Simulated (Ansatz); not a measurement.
# GeH6CI3N (CH3NH3GeI3): the gap up the ladder of methods, part 2 of 2

Aim: the gap of GeH6CI3N (CH3NH3GeI3) at several levels of theory on one structure, with the time that each takes.

Ansatz 0.2.0; density functionals, hybrids and G0W0, plane waves, PAW. Known limits of the many-body steps: finite bands, screening cutoff and k mesh; no spin-orbit coupling in G0W0.

So far. Step 4 (HSE06 on the 4×4×4 mesh): Over mesh and listed points the gap is 1.224 eV, direct, at k = (0.500, 0.500, 0.500). HSE06 against PBEsol: 1.224 − 0.852 = +0.372 eV. Mesh, set of files and cutoff are the same, but the conduction bottom lies at another k point, so this need not be the shift of one pair of states. Step 5 (G0W0@PBEsol, 4×4×4 mesh, 850 empty bands, screening to …): Over 15 of 36 irreducible mesh points the G0W0 gap is 1.314 eV, direct, at k = (-0.500, -0.500, -0.500).

The structure was built from a prototype and need not be the compound's stable phase.

In doubt: masses and optical values from hybrid runs of this build are listed as unsure (step 6), which bears on the screening that GW takes from such a start.

## Step 6: G0W0@HSE06, 4×4×4 mesh, 395 empty bands, screening to 90 eV

This step: G0W0 on HSE06, plane waves, PAW.

input.yaml reads:

```yaml
crystal:
  lattice:
    - [5.8668316077, 0.2883030652, 0.0662740025]
    - [0.2883030652, 5.9385653728, 0.0962838686]
    - [0.0662740025, 0.0962838686, 5.8672506988]
  atoms:
    - { symbol: C, position: [0.9269170889, 0.9146527793, 0.9831184323] }
    - { symbol: "N", position: [0.0781424511, 0.0960660543, 0.0098946862] }
    - { symbol: H, position: [1.0335207602, 0.7540610316, 0.9619979637] }
    - { symbol: H, position: [0.1842379779, 1.1124707428, 0.8664981039] }
    - { symbol: H, position: [0.8220526717, -0.0454106832, 0.8317094623] }
    - { symbol: H, position: [-0.0165304885, 0.2508014888, 0.0333257572] }
    - { symbol: H, position: [0.8162231621, -0.0956235813, 0.1358389744] }
    - { symbol: H, position: [0.1835625679, 1.0652022878, 0.1509816534] }
    - { symbol: Ge, position: [0.518353722, 0.5167532441, 0.5316610556] }
    - { symbol: I, position: [0.5133267614, 0.4709631545, 0.0010423275] }
    - { symbol: I, position: [0.4460134129, -0.0165903174, 0.5018875215] }
    - { symbol: I, position: [-0.0156379097, 0.475868373, 0.4917495274] }
kpoints:
  mp_grid: { grid: [4, 4, 4] }
hamiltonian:
  xc: hse06
scf:
  occupations: { method: fixed }
gw:
  n_empty_bands: 395
  ecut_chi: 90
  qp_bands: [v4, c4]
  qp_kpoints: band_edges
  screening: { model: contour_deformation }
```

The run is started by

```sh
> ansatz run input.yaml --threads 3 --pin off --max-ram 92160MiB --backend cuda --events-out ev --progress --plain --runs-dir out --devices 1 --max-vram 13GiB  # rebuilt from the run's record
```

Numbers of over 12 decimals in the logs are rounded to 6 here.

Log:

```text
GPUs: using 1 of 1 available (devices: 1).
[...]
GPU FFT provider: cuFFT
GPU libraries: cuBLAS 13.8.2, cuFFT 12.4.0, cuSOLVER 12.3.4
Crystal: 12 atoms, lattice volume = 203.854 Å³
Basis set: ecut = 420 eV, 3979 PW (Γ)
Bands: 52, of which v1, the nominal top of the filled ones, is band 40 counted from 1 (39 counted from 0)
Symmetry: 1 space group operations
[...]
k-points: 36 of 64 (time reversal used)
[...]
0    43      9.4195    -5.6951    -3.7458    -9.5322  0.7847     9.5110     9.5108  root
     0    44      9.5552    -4.9408    -3.6314    -8.6416  0.7944     9.6247     9.6246  root
[...]
35    41      6.0695    -8.8722    -3.0826   -12.0896  0.7822     6.2046     6.2043  root
    35    42      6.2293    -8.5364    -3.2343   -11.9322  0.7829     6.3913     6.3908  root
    35    43      6.4942    -8.3439    -3.2812   -11.7745  0.7822     6.6441     6.6437  root
    35    44      9.2824    -4.8804    -3.5944    -8.6908  0.8096     9.4993     9.4984  root
[key lines of the parts left out:]
Free energy (F): -27582.563620 eV
Fermi energy:    4.845953 eV
```

Wall time 4.9 min (1 × NVIDIA H100 80GB HBM3 (shared by 6 runs) with 3 threads of AMD EPYC 7R13 (Zen 3), shared host); peak memory 4 GiB; 6.5 min of CPU time.

This step gave:

- bands summed: 435
- RPA ε∞ on this mesh (eigenvalues): 6.424, 7.814, 8.726
- plane waves in the screening matrix: 405
- G0W0 gap over the corrected points: 1.493 eV
- k of the valence top: -0.5, -0.5, -0.5
- k of the conduction bottom: -0.5, -0.5, -0.5
- starting gap on the mesh: 1.224 eV
- Z at the valence top: 0.7838
- Z at the conduction bottom: 0.7822
- least direct G0W0 gap over the corrected points: 1.493 eV

Over 14 of 36 irreducible mesh points the G0W0 gap is 1.493 eV, direct, at k = (-0.500, -0.500, -0.500). The HSE06 gap of this run on the mesh is 1.224 eV. The two states that bound the G0W0 gap lie that far apart at the start, so the correction of the gap is 1.493 − 1.224 = +0.269 eV. G0W0@HSE06 against G0W0@PBEsol with 890 bands: 1.493 − 1.314 = +0.179 eV. The runs also differ in empty bands (850 and 395) and screening cutoff (eV) (150.0 and 90), so how much of this comes from the start alone is not known.

## Step 7: All levels together

Each gap is the least one over the points named; times are wall times on shared hosts, not benchmarks. A G0W0 time includes the run's own self-consistent start. Runs with listed points see these and the mesh alone, so an edge that moves elsewhere is missed. Rows marked * are further runs, not shown as steps, whose inputs differ from the G0W0 step on the same start in the columns given; solver thresholds can differ too. Symmetry makes (0.500, 0.500, 0.500) and (-0.500, -0.500, -0.500) one point.

```
       level   mesh       files, cutoff  bands summed, screening                            points  gap (eV)               valence top         conduction bottom  least direct gap (eV)     time
      PBEsol  4×4×4  soft_2 PAW, 420 eV                        -                     mesh and path     0.852     (0.500, 0.500, 0.500)     (0.500, 0.500, 0.450)                  0.880    7.9 s
  PBEsol+SOC  4×4×4  soft_2 PAW, 420 eV                        -            mesh and listed points     0.710     (0.500, 0.500, 0.500)     (0.500, 0.500, 0.450)                  0.757     17 s
       HSE06  4×4×4  soft_2 PAW, 420 eV                        -            mesh and listed points     1.224     (0.500, 0.500, 0.500)     (0.500, 0.500, 0.500)                  1.224     66 s
G0W0@PBEsol*  4×4×4  soft_2 PAW, 420 eV               255, 60 eV  15 of 36 irreducible mesh points     1.143  (-0.500, -0.500, -0.500)  (-0.500, -0.500, -0.500)                  1.143     75 s
 G0W0@PBEsol  4×4×4  soft_2 PAW, 420 eV              890, 150 eV  15 of 36 irreducible mesh points     1.314  (-0.500, -0.500, -0.500)  (-0.500, -0.500, -0.500)                  1.314  6.7 min
  G0W0@HSE06  4×4×4  soft_2 PAW, 420 eV               435, 90 eV  14 of 36 irreducible mesh points     1.493  (-0.500, -0.500, -0.500)  (-0.500, -0.500, -0.500)                  1.493  4.9 min
```

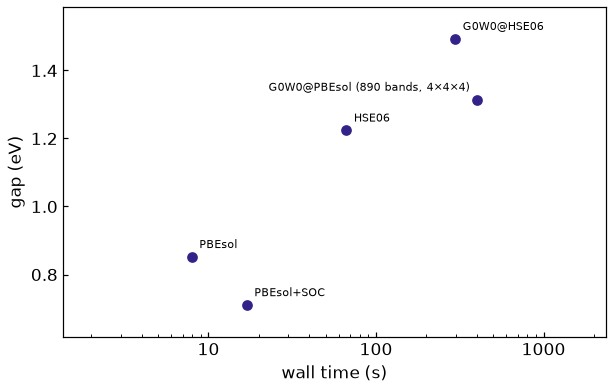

Gap against wall time for the runs shown as steps.

## Step 8: Results

```yaml
pbesol_over_mesh_and_path: 0.852 eV
pbesol_soc_over_mesh_and_listed_points: 0.710 eV
hse06_over_mesh_and_listed_points: 1.224 eV
g0w0_pbesol_890_bands_4x4x4_over_15_of_36_irreducible_mesh_points: 1.314 eV
g0w0_hse06_over_14_of_36_irreducible_mesh_points: 1.493 eV
known_limits: finite bands, screening cutoff and k mesh; no spin-orbit coupling in G0W0
```

In words: The rows run from 0.710 eV (PBEsol+SOC) to 1.493 eV (G0W0@HSE06). They differ in bands and screening cutoff of G0W0 and the points over which the gap was sought as well as in level, so only pairs that share these are like for like. PBEsol+SOC against PBEsol: 0.710 − 0.852 = −0.142 eV, with the same mesh, set of files (read in its fully relativistic form for the spin-orbit run) and cutoff, and both edges at the same k points. The spin-orbit run sees mesh and listed points alone, so its gap is an upper bound: the coupling can move an edge off these points, the more so as this crystal has no centre of inversion, and the change over the zone, its sign included where it is small, is not known. G0W0@PBEsol (890 bands, 4×4×4) moves the gap of its own start on the mesh by 1.314 − 0.880 = +0.434 eV, between the same two levels. Over mesh and path, PBEsol puts the conduction bottom at k = (0.500, 0.500, 0.450), where no G0W0 correction was computed. The G0W0 gap over the whole zone is therefore not known from this run; at its settings it can only be equal to or under the 1.314 eV found, and no correction is carried over from another point. For the start itself the gap is 0.852 eV over mesh and path and 0.880 eV on the mesh of the G0W0 run. G0W0@HSE06 moves the gap of its own start on the mesh by 1.493 − 1.224 = +0.269 eV, between the same two levels. Both edges that HSE06 shows over mesh and listed points lie at k points where levels were corrected. Levels at other points were not corrected, so a lower G0W0 gap elsewhere in the zone is not ruled out. What spin-orbit coupling does to the G0W0 levels was not computed, so no sum with the G0W0 gap is formed. For G0W0@PBEsol: from 255 bands and 60 eV to 890 bands and 150 eV the gap moves by 1.314 − 1.143 = +0.171 eV; bands and screening cutoff rise together, so their parts are not told apart. Two runs can't test a law of convergence, so the limit is not known. The other G0W0 rows are shown at one basis each (435 bands), so their distance from the limit is not known here. The G0W0 runs are scalar-relativistic. No pair of G0W0 runs that differ in the mesh alone is shown (4×4×4 is a supercell whose nearest images lie 23 Å apart), so the error from the mesh is not known here. G0W0 is shown with one set of atomic data (soft_2 PAW), so the error from the files is not known here.

[Paths, hosts, dates, memory and timing lines, banners, echoed tables and standing remarks are left out of the program output.]

[Logs are printed without paths, hosts, clocks, repeated set-up lines and the standing remarks that a program may print on its own settings, such as how far it seeks lower states.]

[Runs of the session that timed out or met a known fault of the program may be left out.]

[Cells called generated may have been cut or substituted from an entry of the Crystallography Open Database or the Materials Project.]

[Hosts, paths, dates, database ids (printed as entryN), source tags and the programs' standing remarks are cut or masked in the printed files.]

[Where an RPA ε∞ is given, it is that of the G0W0 mesh and is not shown converged in it. Names of k-points follow the symmetry that the program found, which can be lower than the space group named. Band edges on a path are those of the sampled points; other points can move an edge, and change direct to indirect where valleys lie close.]

[Hybrid gaps are those of their k-mesh and are not shown converged in it.]
